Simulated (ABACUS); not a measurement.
# Energy of HfC along an even scaling of the cell

System: HfC (Fm-3m, 2 atoms in the cell).
Method: Kohn-Sham DFT of a periodic cell, PBE, PseudoDojo NC SR 0.4.1 PBE standard, no spin polarisation (ABACUS 3.10.1).

The 7 runs differ only in the geometry, by an even scaling of the cell at fixed fractional positions. The structure derives from an entry of the Crystallography Open Database.

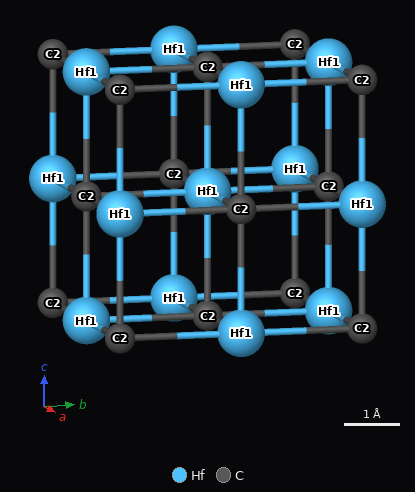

Figure 1. The structure of run 4 (ball-and-stick view of the cell 4 times as large as that of the calculation, set on its symmetry axes, seen slightly off an axis; atoms are numbered from 1 in the order of the input).

**The input of run 4**
```
INPUT_PARAMETERS
suffix              HfC
calculation         scf
basis_type          lcao
pseudo_dir          ./
orbital_dir         ./
symmetry            1
dft_functional      pbe
ecutwfc             100
pseudo_rcut         10
nspin               1
nbands              12
ks_solver           genelpa
smearing_method     fd
smearing_sigma      0.00367493
scf_thr             1e-07
scf_nmax            100
mixing_type         broyden
mixing_beta         0.7
cal_force           1
cal_stress          1
out_mul             1
```

**File STRU of run 4**
```
ATOMIC_SPECIES
Hf 178.4900 Hf.upf
C 12.0110 C.upf

NUMERICAL_ORBITAL
Hf_confined-atom_8au_3s2p2d1f.orb
C_confined-atom_6au_2s2p1d.orb

LATTICE_CONSTANT
1.8897261246

LATTICE_VECTORS
0.0000000000 2.3250000000 2.3250000000
2.3250000000 0.0000000000 2.3250000000
2.3250000000 2.3250000000 0.0000000000

ATOMIC_POSITIONS
Direct

Hf
0.0
1
0.5000000000 0.5000000000 0.5000000000 1 1 1

C
0.0
1
0.0000000000 0.0000000000 0.0000000000 1 1 1
```

**File KPT of run 4**
```
K_POINTS
0
Gamma
10 10 10 0 0 0
```

Command:
```bash
OMP_NUM_THREADS=1 mpirun -np 4 abacus > log
```

Run 6 differs from it as follows:
```diff
-0.0000000000 2.3250000000 2.3250000000
-2.3250000000 0.0000000000 2.3250000000
-2.3250000000 2.3250000000 0.0000000000
+0.0000000000 2.3555956139 2.3555956139
+2.3555956139 0.0000000000 2.3555956139
+2.3555956139 2.3555956139 0.0000000000
```

**Results, with one run withheld**

| run | volume per atom (Å³) | free energy per atom, from the lowest run given (meV) | pressure (GPa) |
| --- | --- | --- | --- |
| 1 | 11.814 | 42.17 | 17.75 |
| 2 | 12.065 | 19.23 | 11.59 |
| 3 | 12.317 | 5.46 | 6.03 |
| 4 | 12.568 | 0.00 | 1.01 |
| 5 | 12.819 | 2.05 | −3.54 |
| 6 | 13.071 | ? | ? |
| 7 | 13.322 | 25.83 | −11.36 |

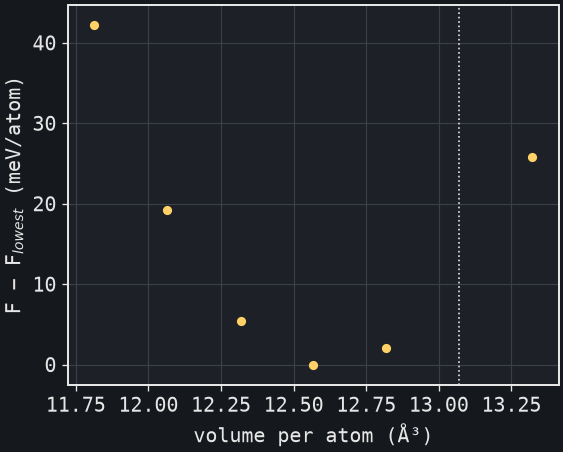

Figure 2. Free energy per atom of the runs given; the dotted line marks run 6.

Fit the runs given and predict run 6.

A cubic polynomial in V^(−2/3) (the Birch–Murnaghan form), fitted to the 6 runs given, misses them by at most 0.01 meV per atom. With x = V^(−2/3) − 0.18598 Å⁻², it reads F = 1.2338 + 1846 x + 6.1205e+05 x² + 1.5707e+05 x³ (meV per atom). At run 6 it gives 10.90 meV per atom, and the run itself gives 10.87. The slope of the fit gives a pressure −dF/dV of −7.65 GPa there, and the run prints −7.65 GPa. The fit has its minimum at 12.621 Å³ per atom, where V d²F/dV² gives 235 GPa: the bulk modulus at this level, since symmetry fixes the shape and the positions.

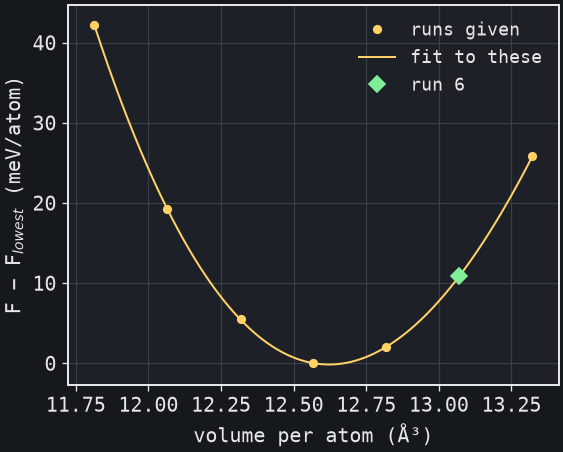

Figure 3. The fit and the withheld run.

**Some lines of the output (run 6)**
```
[...]
 E_Fermi        1.0047205411         13.6699242566
 E_Fermi        1.1430388796         15.5518417987
 E_Fermi        1.0945957866         14.8927397047
 E_Fermi        1.0879037772         14.8016902463
 E_Fermi        1.0882090788         14.8058440871
 E_Fermi        1.0888490473         14.8145513053
 E_Fermi        1.0888819574         14.8149990702
 E_Fermi        1.0888942338         14.8151660987
 E_KS(sigma->0) -125.0020333661      -1700.7399153648
 E_Fermi        1.0888934320         14.8151551900
 final etot is -1700.7414213 eV
 EFERMI = 14.81515519 eV
 TOTAL-PRESSURE: -76.458651 KBAR
 !FINAL_ETOT_IS -1700.7414213137096795 eV
```

Notes: Points of doubt noted for this run: home made orbitals. Spin–orbit coupling is left out, which matters for Hf.
